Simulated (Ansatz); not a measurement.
## Single-point calculation, with input and output: HfO2 (part 1 of 2)

System: HfO2 (slab, 36 atoms in the cell).
Method: DFT PBE+D3(BJ), scalar-relativistic, plane waves, PAW, no spin polarisation (Ansatz 0.2.0).

The structure derives from an entry of the Crystallography Open Database. It belongs to a series of runs on one base structure; here: the slab at its places in the relaxed adsorbed structure. Figures and captions count atoms from 1; the log counts them from 0 in places.

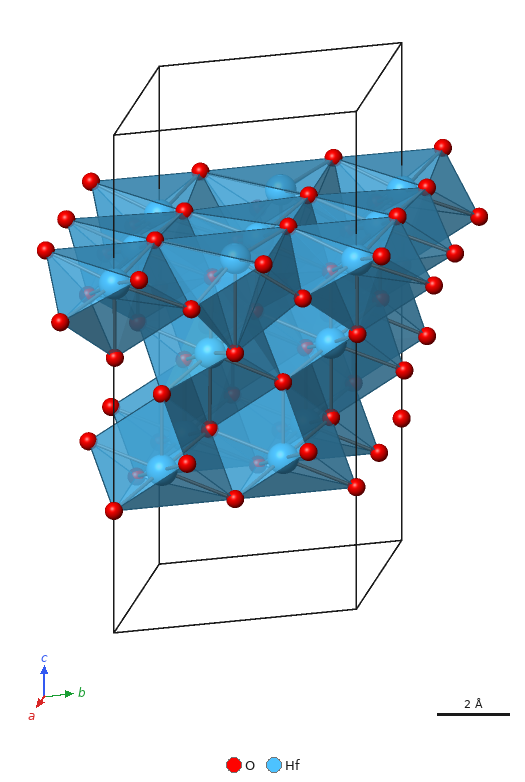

*The input geometry (polyhedral view of the cell of the calculation, with the vacuum cut short, seen slightly off an axis; polyhedra are completed across the faces of the cell).*

Input:
```yaml
crystal:
  lattice:
    - [7.1741418864, 0.0, 0.0]
    - [-3.5870709432, 6.212989124, 0.0]
    - [0.0, 0.0, 25.3220779017]
  atoms:
    - { symbol: O, position: [0.5, 0.5, 0.3159298392] }
    - { symbol: O, position: [0.5, 0.0, 0.3159298392] }
    - { symbol: O, position: [0.0, 0.5, 0.3159298392] }
    - { symbol: O, position: [0.0, 0.0, 0.3159298392] }
    - { symbol: Hf, position: [0.3333333334, 0.1666666667, 0.3448456254] }
    - { symbol: Hf, position: [0.3333333334, 0.6666666667, 0.3448456254] }
    - { symbol: Hf, position: [0.8333333334, 0.1666666667, 0.3448456254] }
    - { symbol: Hf, position: [0.8333333333, 0.6666666667, 0.3448456254] }
    - { symbol: O, position: [0.6666666666, 0.3333333333, 0.3737614116] }
    - { symbol: O, position: [0.6666666667, 0.8333333333, 0.3737614116] }
    - { symbol: O, position: [0.1666666667, 0.3333333333, 0.3737614116] }
    - { symbol: O, position: [0.1666666667, 0.8333333333, 0.3737614116] }
    - { symbol: O, position: [0.8333333333, 0.6666666667, 0.4315929839] }
    - { symbol: O, position: [0.8333333334, 0.1666666667, 0.4315929839] }
    - { symbol: O, position: [0.3333333334, 0.6666666667, 0.4315929839] }
    - { symbol: O, position: [0.3333333334, 0.1666666667, 0.4315929839] }
    - { symbol: Hf, position: [0.671195136, 0.3357966609, 0.4613423804] }
    - { symbol: Hf, position: [0.6665963047, 0.8331926095, 0.458714251] }
    - { symbol: Hf, position: [0.1646015249, 0.3357966609, 0.4613423804] }
    - { symbol: Hf, position: [0.1644738175, 0.828947635, 0.4617223078] }
    - { symbol: O, position: [-0.0003284765, 0.4993430469, 0.4823919372] }
    - { symbol: O, position: [0.0097830885, 0.0058728129, 0.4913022533] }
    - { symbol: O, position: [0.4947453259, 0.4894906518, 0.4906233347] }
    - { symbol: O, position: [0.4960897244, 0.0058728129, 0.4913022533] }
    - { symbol: O, position: [0.1537354957, 0.8074709914, 0.5484786678] }
    - { symbol: O, position: [0.1573726499, 0.3490377965, 0.5489531123] }
    - { symbol: O, position: [0.6653132858, 0.8306265715, 0.5406641509] }
    - { symbol: O, position: [0.6916651466, 0.3490377965, 0.5489531123] }
    - { symbol: Hf, position: [0.0007903699, 0.5015807399, 0.5904286766] }
    - { symbol: Hf, position: [-0.0024950153, 0.0012398941, 0.5749328844] }
    - { symbol: Hf, position: [0.5016686004, 0.5033372008, 0.5741422226] }
    - { symbol: Hf, position: [0.5037349094, 0.0012398941, 0.5749328844] }
    - { symbol: O, position: [0.3662622089, 0.6854942022, 0.6075140603] }
    - { symbol: O, position: [0.3331164142, 0.1662328284, 0.6009265443] }
    - { symbol: O, position: [0.8192319933, 0.6854942022, 0.6075140603] }
    - { symbol: O, position: [0.8180487844, 0.1360975689, 0.6066927278] }
basis:
  ecutwfc: 420
kpoints:
  mp_grid: { grid: [3, 3, 1] }
hamiltonian:
  xc: pbe
  dispersion: d3bj
scf:
  occupations: { method: gaussian, width: 0.05 }
output:
  forces: true
  eigenvalues: true
  write_density: true
  volumetric_format: npy
efield:
  axis: 3
  dipole_correction: true
  ramp_width: 0.04
```

Hardware: 8 threads of Intel Xeon (Granite Rapids), 32 GiB of memory available, shared host.

Launched with:
```bash
ansatz run input.yaml --threads 8 --pin off --max-ram 20480MiB --backend cpu --events-out ev --progress --plain --runs-dir out
```

What the program printed:
```
Engine: ansatz 0.2.0, x86_64-unknown-linux-gnu
Pseudopotentials: kind: paw
Pseudopotential: O, paw, valence charge 6, recommended cutoff 420 eV (normal), O.paw.azcp
Pseudopotential: Hf, paw, valence charge 26, recommended cutoff 420 eV (normal), Hf.paw.azcp
Functional definition: PBE
  parameter kappa = 0.804
  parameter beta = 0.06672455060314922
  exchange = pbe_x(kappa = kappa, mu = beta*pi^2/3)
  correlation = pbe_c(beta = beta)
Crystal: 36 atoms, lattice volume = 1128.678 Å³
Basis set: ecut = 420 eV, 21919 PW (Γ), exchange–correlation on 96×96×360 points (8 copies of the dense FFT grid, shifted against one another)
Bands: 274, of which v1, the nominal top of the filled ones, is band 228 counted from 1 (227 counted from 0)
Symmetry: 2 space group operations
Space group: Cm (ITA 8), of the structure as read, at distance tolerance 1.0e-4 Å
k-points: 4 of 9 (time reversal used)
Non-local potential: O, projectors of the file, l = 0: 2, l = 1: 2, l = 2: 1
Non-local potential: Hf, projectors of the file, l = 0: 3, l = 1: 2, l = 2: 2, l = 3: 3
PAW form: soft (Blöchl's): semilocal exchange-correlation on the pseudo side does not see the compensation charge
PAW one-centre angular grid: O, 110 points (default); XC on 64 Gauss nodes
PAW one-centre angular grid: Hf, 590 points (default); XC on 64 Gauss nodes
Initial density: superposition of atomic densities (neutral atoms: chi_scale 0, normalization atom), corrected by the library's trained network
Initial wavefunctions: pseudopotential atomic-orbital guess
Functional: x = pbe(κ = 0.804, μ = 0.2195149727645171), c = pbe(β = 0.06672455060314922)
SCF iter   1: F=—  HF=-202337.311925 eV  |F-HF|=—  |Δ(HF+E_count)|=         —  Δρ=3.02e-3  dr2=1.31e-1  ethr=1.77e-3  p=0.136 e·Å  D=2.18e-2 V/Å  ΔV_dip=-0.55 eV  dr2_dipole=1.86e-2  V_vac-E_F(+/−)=4.35/4.90 eV  ⟨swp⟩=6.0  Hψ=3918  notcnv=0  defer=69
efield: sawtooth ramp at fractional position 0.9417 (placed from the atoms, in the widest stretch of the axis that holds none; the zero of the levels goes with the place), width 0.0400; the density the first Hamiltonian is built on has a dipole p = 0.136 e·Å; the dipole correction subtracts the counter field D = 2.18e-2 V/Å, which shifts the + side's vacuum level by -0.55 eV against the − side's; the planar-averaged density in the ramp window peaks in size at 6.9e-6 e/Å³
preconditioner: auto → Resta (q_TF=auto, 2.346 Å⁻¹)  ε∞=2.7  [insulator: Δε(μ)=2.994 eV  Ē_g=17.440 eV  σ=0.050 eV  W_gap=1.00  n_scr=252 (ndim 8)  ℏωp=23.0 eV  f_vac=0.619  D(μ)=0.00/eV (n_scr^D=0)  ε∞_Penn≈2.7  vacuum switching on, ρ_ref=2.2e-2 e/Å³]
SCF iter   2: F=—  HF=-202337.348310 eV  |F-HF|=—  |Δ(HF+E_count)|=   3.64e-2  Δρ=1.99e-3  dr2=3.19e-2  ethr=2.86e-5  p=0.250 e·Å  D=4.01e-2 V/Å  ΔV_dip=-1.02 eV  dr2_dipole=2.96e-6  V_vac-E_F(+/−)=4.12/5.13 eV  ⟨swp⟩=3.0  Hψ=2347  notcnv=0  defer=157
SCF iter   3: F=—  HF=-202337.344878 eV  |F-HF|=—  |Δ(HF+E_count)|=   3.43e-3  Δρ=7.27e-4  dr2=5.47e-3  ethr=6.99e-6  p=0.256 e·Å  D=4.11e-2 V/Å  ΔV_dip=-1.04 eV  dr2_dipole=1.44e-4  V_vac-E_F(+/−)=4.10/5.14 eV  ⟨swp⟩=2.0  Hψ=1651  notcnv=0  defer=157
SCF iter   4: F=—  HF=-202337.346270 eV  |F-HF|=—  |Δ(HF+E_count)|=   1.39e-3  Δρ=3.08e-4  dr2=1.03e-3  ethr=1.20e-6  p=0.273 e·Å  D=4.38e-2 V/Å  ΔV_dip=-1.11 eV  dr2_dipole=7.47e-5  V_vac-E_F(+/−)=4.05/5.16 eV  ⟨swp⟩=2.0  Hψ=1851  notcnv=0  defer=157
SCF iter   5: F=—  HF=-202337.346465 eV  |F-HF|=—  |Δ(HF+E_count)|=   1.95e-4  Δρ=1.28e-4  dr2=1.87e-4  ethr=2.26e-7  p=0.284 e·Å  D=4.55e-2 V/Å  ΔV_dip=-1.15 eV  dr2_dipole=9.55e-10  V_vac-E_F(+/−)=4.02/5.17 eV  ⟨swp⟩=2.2  Hψ=1854  notcnv=0  defer=157
SCF iter   6: F=—  HF=-202337.346496 eV  |F-HF|=—  |Δ(HF+E_count)|=   3.18e-5  Δρ=4.43e-5  dr2=1.95e-5  ethr=4.10e-8  p=0.285 e·Å  D=4.57e-2 V/Å  ΔV_dip=-1.16 eV  dr2_dipole=2.04e-8  V_vac-E_F(+/−)=4.01/5.17 eV  ⟨swp⟩=3.0  Hψ=1784  notcnv=0  defer=157
SCF iter   7: F=—  HF=-202337.346608 eV  |F-HF|=—  |Δ(HF+E_count)|=   1.12e-4  Δρ=1.70e-5  dr2=2.88e-6  ethr=4.28e-9  p=0.285 e·Å  D=4.57e-2 V/Å  ΔV_dip=-1.16 eV  dr2_dipole=4.28e-8  V_vac-E_F(+/−)=4.01/5.17 eV  ⟨swp⟩=2.0  Hψ=2004  notcnv=0  defer=157
SCF iter   8: F=—  HF=-202337.346611 eV  |F-HF|=—  |Δ(HF+E_count)|=   2.72e-6  Δρ=5.60e-6  dr2=2.81e-7  ethr=6.31e-10  p=0.285 e·Å  D=4.57e-2 V/Å  ΔV_dip=-1.16 eV  dr2_dipole=6.46e-9  V_vac-E_F(+/−)=4.01/5.17 eV  ⟨swp⟩=2.0  Hψ=1851  notcnv=0  defer=157
SCF iter   9: F=-202337.346611 eV  HF=-202337.346611 eV  |F-HF|=1.08e-8  |Δ(HF+E_count)|=   3.58e-7  Δρ=2.41e-6  dr2=5.86e-8  ethr=2.19e-11  p=0.285 e·Å  D=4.57e-2 V/Å  ΔV_dip=-1.16 eV  dr2_dipole=5.86e-10  V_vac-E_F(+/−)=4.01/5.17 eV  ⟨swp⟩=16.8  Hψ=6356  notcnv=0
SCF 1 converged in 9 iterations: F = -202337.346611 eV  dr2 = 5.86e-8
  greatest PAW one-centre occupation: 0.999 electrons in one spin orbital (limit 2), on the Hf atom at site 16 (counted from 0), in its partial waves of l = 3
SCF converged after 9 iterations
Free energy (F): -202337.346611 eV
Harris-Foulkes:  -202337.346611 eV  (|F-HF|=1.08e-8)
Internal energy: -202337.346611 eV  (E = F + TS)
E sigma→0 (E₀):  -202337.346611 eV
Fermi energy:    3.007679 eV
Dipole field:    D = 0.045665 V/Å  (p = 0.284837 e·Å, saw-weighted, corrected)
Work function:   Φ+ = 4.0111 eV   Φ− = 5.1675 eV
Levels:          The Fermi level and band energies are counted from a zero that moves with the ramp; work functions are not
--- Per-component energies (eV) ---
  E_band       = -5868.948870
  E_kinetic    = 9217.991237
  E_local      = -850133.769977  (includes V_loc(G=0)·N_el)
  E_nonlocal   = -13771.962726
  E_hartree    = 418991.112281
  E_xc         = -5359.367530
  E_vxc        = -5438.864855  (∫ρ·V_xc dr)
  E_paw        = -86904.415319  (= ΣΔE_a)
  E_vpaw       = 16275.018401  (= ΣTr[D̂ρ^β])
  E_aug_tail   = 0.059310  (compensation charges beyond the density's cutoff)
  E_efield     = 0.006504  (sawtooth field / dipole correction)
  E_vefield    = 0.339140  (∫n·V_field dr)
  E_ewald      = 325629.316208
  E_disp       = -6.316598  (pairwise vdW)
  E_smearing   = -0.000000  (= −TS)
  E_closure    = 0.000000  (closes the sum)
  Σ components = -202337.346611   (vs F -202337.346611, Δ=0.00e0)
--- Forces (eV/Å), atoms counted from 1 ---
  atom   1  O     -0.00000000     0.06804413    -0.69125074
  atom   2  O      0.06676310    -0.02943649    -0.69130425
  atom   3  O     -0.00000000    -0.00912808    -0.72465335
  atom   4  O     -0.06676310    -0.02943649    -0.69130425
  atom   5  Hf     0.00000000    -0.03583108     1.29781548
  atom   6  Hf    -0.16080701    -0.05650046     0.79154980
  atom   7  Hf     0.00000000     0.14942902     0.79347317
  atom   8  Hf     0.16080701    -0.05650046     0.79154980
  atom   9  O      0.13738270     0.08905689     0.49627578
  atom  10  O      0.00000000    -0.00962262     0.04963473
  atom  11  O     -0.13738270     0.08905689     0.49627578
  atom  12  O      0.00000000    -0.16799629     0.47183752
  atom  13  O     -0.88125942     0.58123457    -0.16127876
  atom  14  O     -0.00000000    -1.08664698    -0.23552196
  atom  15  O      0.88125942     0.58123457    -0.16127876
  atom  16  O     -0.00000000    -0.07049584    -0.80076870
  atom  17  Hf     0.06257284     0.01022748    -0.75269487
  atom  18  Hf    -0.00000000     0.02810890    -0.48603472
  atom  19  Hf    -0.06257284     0.01022748    -0.75269487
  atom  20  Hf    -0.00000000    -0.05265798    -0.71258872
  atom  21  O      0.00000000    -0.01218258     0.44393137
  atom  22  O      0.09826486     0.09459058     0.46502127
  atom  23  O      0.00000000    -0.11001187     0.45510452
  atom  24  O     -0.09826486     0.09459058     0.46502127
  atom  25  O      0.00000000    -0.44180082     0.73781266
  atom  26  O     -0.47448109     0.18271609     0.73448460
  atom  27  O      0.00000000     0.12855556     0.56980327
  atom  28  O      0.47448109     0.18271609     0.73448460
  atom  29  Hf    -0.00000000     0.34076790    -3.46337360
  atom  30  Hf     0.09586679    -0.34728826    -1.25763807
  atom  31  Hf    -0.00000000     0.28888765    -1.01516411
  atom  32  Hf    -0.09586679    -0.34728826    -1.25763807
  atom  33  O     -1.08507428    -0.65829197     1.20106971
  atom  34  O      0.00000000    -0.02101274     0.41736888
  atom  35  O      1.08507428    -0.65829197     1.20106971
  atom  36  O      0.00000000     1.28097180     1.24166026
  max |Σ_I F_I| component: 5.64e-5 eV/Å
--- Band table (eV) ---
```
